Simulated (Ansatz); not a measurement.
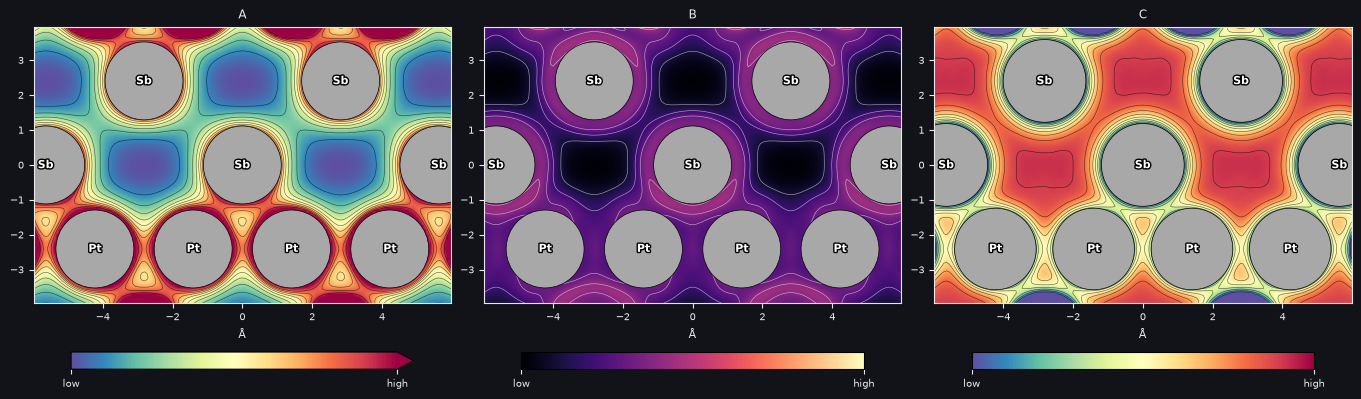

SbPt: 3 fields on the (110) plane of the conventional cell, with unlabelled colour scales. Grey discs cover the atomic cores.

Space group P6₃/mmc; changed on purpose from its base cell (strain along c alone, the other axes held, atoms relaxed: +3.0 %); computed pressure about −4 GPa in this cell.

Method: DFT PBEsol, scalar-relativistic, plane waves, PAW in Ansatz.

Match the panels to the quantities (electron localisation function, electrostatic potential energy of an electron and valence pseudo-density).

Answer. Panel A: valence pseudo-density. Panel B: electron localisation function. Panel C: electrostatic potential energy of an electron (low next to the atoms, rising into the space between them). From the grid: Sb–Pt (2.79 Å): the density is about 0.38 e/Å³ at the midpoint; the ELF is about 0.40 at the midpoint; no shared electron pair shows on this line. Pt–Pt (2.82 Å): ρ is about 0.36 e/Å³ halfway; the ELF is about 0.30 at the midpoint (no shared electron pair shows on this line).
